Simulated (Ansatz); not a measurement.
## Single-point calculation of PtSe2 (part 1 of 2)

System: PtSe2 (slab, 12 atoms in the cell).
Method: DFT PBE+D3(BJ), scalar-relativistic, plane waves, PAW, no spin polarisation (Ansatz 0.2.0).

The structure derives from an entry of the Crystallography Open Database. It belongs to a series of runs on one base structure; here: the slab at its places in the relaxed adsorbed structure. Figures and captions count atoms from 1; the log counts them from 0 in places.

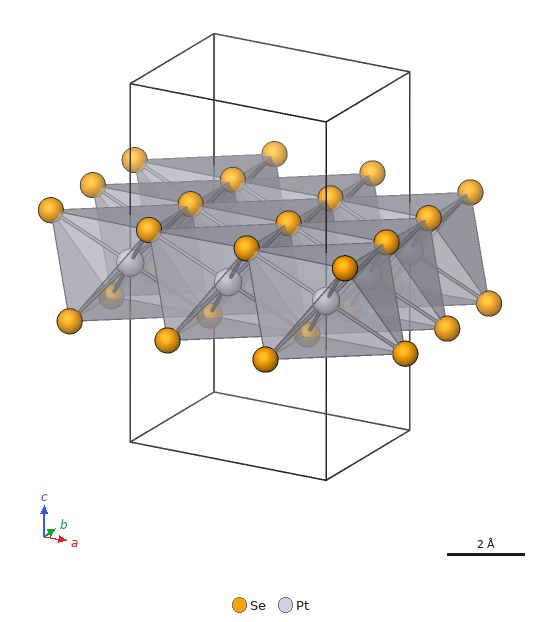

Figure 1. The structure (polyhedral view of the cell of the calculation, with the vacuum cut short, seen slightly off an axis; polyhedra are completed across the faces of the cell). An atom can appear more than once, as a periodic image.

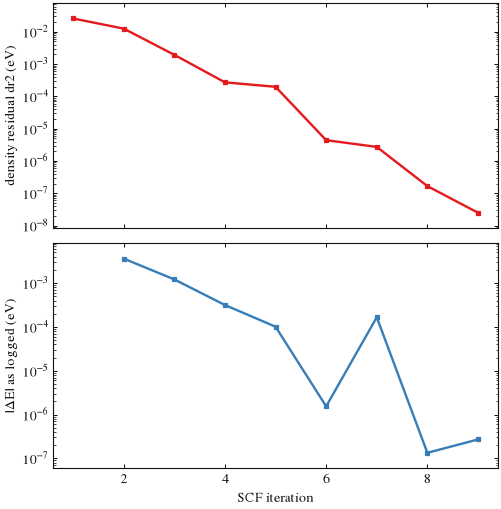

Figure 2. Convergence of the self-consistent field: density residual dr2 and size of the energy change against the SCF iteration. The residual falls at every step.

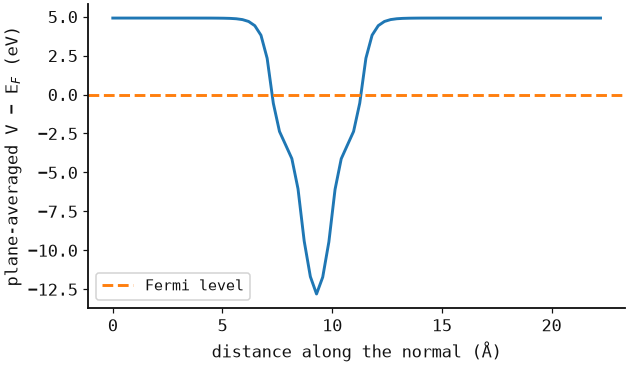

Figure 3. Plane average of the electrostatic potential energy of an electron across the cell, from the Fermi level. The vacuum level lies 4.91 eV above the Fermi level.

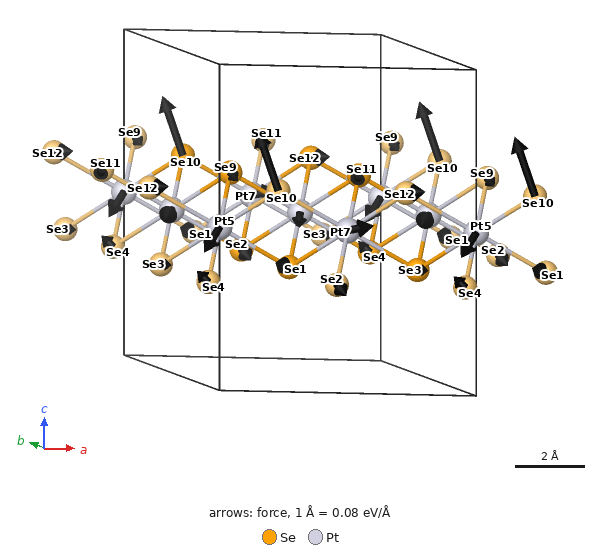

Figure 4. Forces on the atoms as black arrows (ball-and-stick view of the cell of the calculation, with the vacuum cut short, seen slightly off an axis; neighbours outside the cell are drawn fainter; atoms are numbered from 1 in the order of the input). The largest act on Se10 (0.15 eV/Å); Pt5 (0.08 eV/Å); Pt6 (0.07 eV/Å); Pt7 (0.06 eV/Å), among others. The geometry is not a stationary point of this energy.

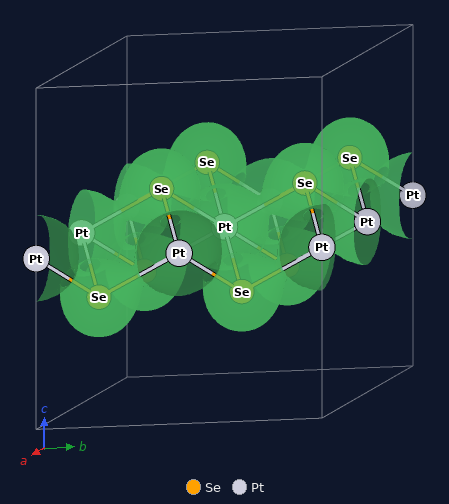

Figure 5. Isosurface of the valence electron density at 0.5 e/Å³ (green), seen slightly off an axis. Sticks mark near contacts. At this value the density is joined into sheets; it holds about 85 % of the electrons treated as valence (semicore included). On the grid the lowest density along these lines, outside the cores, is 0.57 e/Å³ (Pt–Se, 2.52 Å). The fields are those of the smooth PAW valence density.

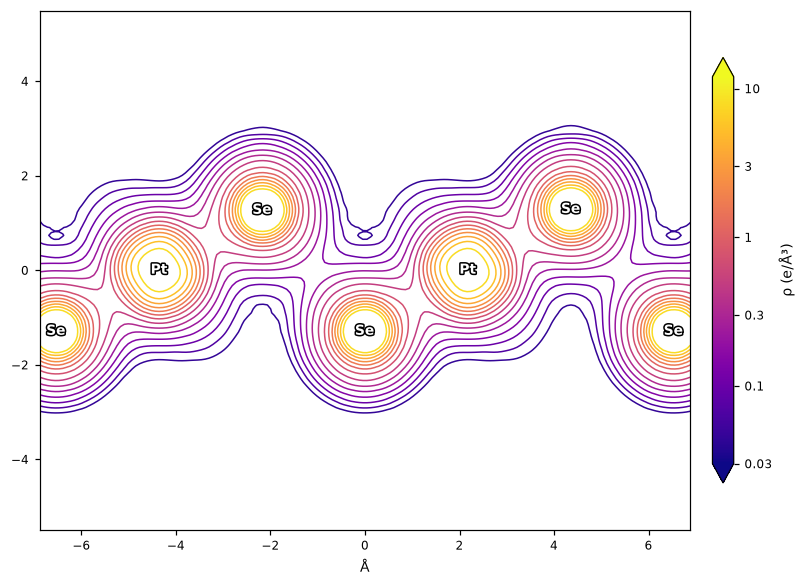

Figure 6. Valence electron density on the (110) plane of the calculation cell, a cut from vacuum to vacuum. Atoms in the plane: Se and Pt. Pt–Se (2.53 Å): the density is about 0.56 e/Å³ at the midpoint. The density dies away to nearly zero in the vacuum.

The input and output of the run follow.

Input:
```yaml
crystal:
  lattice:
    - [7.5434048785, 0.0, 0.0]
    - [-3.7717024393, 6.5327802559, 0.0]
    - [0.0, 0.0, 22.5141116858]
  atoms:
    - { symbol: Se, position: [0.3333333333, 0.1666666667, 0.3553326958] }
    - { symbol: Se, position: [0.3333333333, 0.6666666667, 0.3553326958] }
    - { symbol: Se, position: [0.8333333333, 0.1666666667, 0.3553326958] }
    - { symbol: Se, position: [0.8333333333, 0.6666666667, 0.3553326958] }
    - { symbol: Pt, position: [6.50437e-05, 4.01262e-05, 0.4127255549] }
    - { symbol: Pt, position: [0.0002247915, 0.5003624526, 0.4124580004] }
    - { symbol: Pt, position: [0.4997229081, 3.48312e-05, 0.4122557893] }
    - { symbol: Pt, position: [0.4999648266, 0.4999949643, 0.412767904] }
    - { symbol: Se, position: [0.1663911044, 0.333732541, 0.4699128383] }
    - { symbol: Se, position: [0.167506948, 0.8332754023, 0.4690251619] }
    - { symbol: Se, position: [0.6666870478, 0.3327283941, 0.4698286905] }
    - { symbol: Se, position: [0.6658852536, 0.8338955875, 0.4697270053] }
basis:
  ecutwfc: 420
kpoints:
  mp_grid: { grid: [3, 3, 1] }
hamiltonian:
  xc: pbe
  dispersion: d3bj
scf:
  occupations: { method: gaussian, width: 0.1 }
output:
  forces: true
  eigenvalues: true
  write_density: true
  volumetric_format: npy
efield:
  axis: 3
  dipole_correction: true
  ramp_width: 0.04
```

Run as:
```bash
ansatz run input.yaml --threads 4 --pin off --max-ram 10240MiB --backend cpu --events-out ev --progress --plain --runs-dir out
```

Output:
```
Engine: ansatz 0.2.0, x86_64-unknown-linux-gnu
Pseudopotentials: kind: paw
Pseudopotential: Se, paw, valence charge 16, recommended cutoff 420 eV (normal), Se.paw.azcp
Pseudopotential: Pt, paw, valence charge 18, recommended cutoff 420 eV (normal), Pt.paw.azcp
Functional definition: PBE
  parameter kappa = 0.804
  parameter beta = 0.06672455060314922
  exchange = pbe_x(kappa = kappa, mu = beta*pi^2/3)
  correlation = pbe_c(beta = beta)
Crystal: 12 atoms, lattice volume = 1109.482 Å³
Basis set: ecut = 420 eV, 21747 PW (Γ), exchange–correlation on 108×108×320 points (8 copies of the dense FFT grid, shifted against one another)
Bands: 120, of which v1, the nominal top of the filled ones, is band 100 counted from 1 (99 counted from 0)
Symmetry: 1 space group operations
Space group: P1 (ITA 1), of the structure as read, at distance tolerance 1.0e-4 Å
k-points: 5 of 9 (time reversal used)
Non-local potential: Se, projectors of the file, l = 0: 2, l = 1: 2, l = 2: 3, l = 3: 1
Non-local potential: Pt, projectors of the file, l = 0: 3, l = 1: 2, l = 2: 2, l = 3: 1
PAW form: soft (Blöchl's): semilocal exchange-correlation on the pseudo side does not see the compensation charge
PAW one-centre angular grid: Se, 590 points (default); XC on 64 Gauss nodes
PAW one-centre angular grid: Pt, 590 points (default); XC on 64 Gauss nodes
Initial density: superposition of atomic densities (neutral atoms: chi_scale 0, normalization atom), corrected by the library's trained network
Initial wavefunctions: pseudopotential atomic-orbital guess
Functional: x = pbe(κ = 0.804, μ = 0.2195149727645171), c = pbe(β = 0.06672455060314922)
SCF iter   1: F=—  HF=-93852.907665 eV  |F-HF|=—  |Δ(HF+E_count)|=         —  Δρ=1.52e-3  dr2=2.58e-2  ethr=1.77e-3  p=-0.000 e·Å  D=-3.49e-5 V/Å  ΔV_dip=0.00 eV  dr2_dipole=3.26e-7  V_vac-E_F(+/−)=4.88/4.88 eV  ⟨swp⟩=7.4  Hψ=2247  notcnv=0  defer=18
efield: sawtooth ramp at fractional position 0.8926 (placed from the atoms, in the widest stretch of the axis that holds none; the zero of the levels goes with the place), width 0.0400; the density the first Hamiltonian is built on has a dipole p = -0.000 e·Å; the dipole correction subtracts the counter field D = -3.49e-5 V/Å, which shifts the + side's vacuum level by +0.00 eV against the − side's; the planar-averaged density in the ramp window peaks in size at 6.1e-6 e/Å³
preconditioner: auto → Resta (q_TF=auto, 2.051 Å⁻¹)  ε∞=2.3  [insulator: Δε(μ)=1.657 eV  Ē_g=9.147 eV  σ=0.100 eV  W_gap=1.00  n_scr=176 (ndim 8)  ℏωp=10.5 eV  f_vac=0.737  D(μ)=0.00/eV (n_scr^D=0)  ε∞_Penn≈2.3  vacuum switching on, ρ_ref=6.1e-3 e/Å³]
SCF iter   2: F=—  HF=-93852.904046 eV  |F-HF|=—  |Δ(HF+E_count)|=   3.62e-3  Δρ=8.60e-4  dr2=1.25e-2  ethr=1.29e-5  p=-0.001 e·Å  D=-9.54e-5 V/Å  ΔV_dip=0.00 eV  dr2_dipole=9.78e-7  V_vac-E_F(+/−)=4.92/4.92 eV  ⟨swp⟩=3.6  Hψ=1339  notcnv=0  defer=24
SCF iter   3: F=—  HF=-93852.902837 eV  |F-HF|=—  |Δ(HF+E_count)|=   1.21e-3  Δρ=4.49e-4  dr2=1.93e-3  ethr=6.24e-6  p=-0.000 e·Å  D=-3.46e-6 V/Å  ΔV_dip=0.00 eV  dr2_dipole=1.01e-6  V_vac-E_F(+/−)=4.90/4.90 eV  ⟨swp⟩=2.0  Hψ=717  notcnv=0  defer=24
SCF iter   4: F=—  HF=-93852.903153 eV  |F-HF|=—  |Δ(HF+E_count)|=   3.16e-4  Δρ=1.48e-4  dr2=2.72e-4  ethr=9.66e-7  p=-0.001 e·Å  D=-1.72e-4 V/Å  ΔV_dip=0.00 eV  dr2_dipole=9.25e-6  V_vac-E_F(+/−)=4.91/4.90 eV  ⟨swp⟩=2.0  Hψ=758  notcnv=0  defer=24
SCF iter   5: F=—  HF=-93852.903254 eV  |F-HF|=—  |Δ(HF+E_count)|=   1.01e-4  Δρ=5.94e-5  dr2=1.98e-4  ethr=1.36e-7  p=0.001 e·Å  D=2.14e-4 V/Å  ΔV_dip=-0.00 eV  dr2_dipole=3.49e-5  V_vac-E_F(+/−)=4.90/4.91 eV  ⟨swp⟩=2.0  Hψ=729  notcnv=0  defer=24
SCF iter   6: F=—  HF=-93852.903256 eV  |F-HF|=—  |Δ(HF+E_count)|=   1.54e-6  Δρ=1.77e-5  dr2=4.41e-6  ethr=9.88e-8  p=-0.000 e·Å  D=-4.01e-5 V/Å  ΔV_dip=0.00 eV  dr2_dipole=5.01e-9  V_vac-E_F(+/−)=4.91/4.91 eV  ⟨swp⟩=2.0  Hψ=616  notcnv=0  defer=24
SCF iter   7: F=—  HF=-93852.903090 eV  |F-HF|=—  |Δ(HF+E_count)|=   1.66e-4  Δρ=1.13e-5  dr2=2.73e-6  ethr=2.21e-9  p=-0.000 e·Å  D=-2.83e-5 V/Å  ΔV_dip=0.00 eV  dr2_dipole=2.85e-8  V_vac-E_F(+/−)=4.91/4.91 eV  ⟨swp⟩=2.0  Hψ=755  notcnv=0  defer=24
SCF iter   8: F=—  HF=-93852.903090 eV  |F-HF|=—  |Δ(HF+E_count)|=   1.34e-7  Δρ=3.75e-6  dr2=1.67e-7  ethr=1.36e-9  p=-0.000 e·Å  D=-3.51e-5 V/Å  ΔV_dip=0.00 eV  dr2_dipole=9.03e-13  V_vac-E_F(+/−)=4.91/4.91 eV  ⟨swp⟩=2.0  Hψ=689  notcnv=0  defer=24
SCF iter   9: F=-93852.903090 eV  HF=-93852.903090 eV  |F-HF|=6.20e-8  |Δ(HF+E_count)|=   2.71e-7  Δρ=1.10e-6  dr2=2.51e-8  ethr=5.00e-11  p=-0.000 e·Å  D=-3.50e-5 V/Å  ΔV_dip=0.00 eV  dr2_dipole=1.12e-10  V_vac-E_F(+/−)=4.91/4.91 eV  ⟨swp⟩=15.0  Hψ=2710  notcnv=0
SCF 1 converged in 9 iterations: F = -93852.903090 eV  dr2 = 2.51e-8
  greatest PAW one-centre occupation: 1.000 electrons in one spin orbital (limit 2), on the Pt atom at site 6 (counted from 0), in its partial waves of l = 0
SCF converged after 9 iterations
Free energy (F): -93852.903090 eV
Harris-Foulkes:  -93852.903090 eV  (|F-HF|=6.20e-8)
Internal energy: -93852.903090 eV  (E = F + TS)
E sigma→0 (E₀):  -93852.903090 eV
Fermi energy:    -0.982870 eV
Dipole field:    D = -0.000041 V/Å  (p = -0.000252 e·Å, saw-weighted, corrected)
Work function:   Φ+ = 4.9096 eV   Φ− = 4.9087 eV
Levels:          The Fermi level and band energies are counted from a zero that moves with the ramp; work functions are not
```
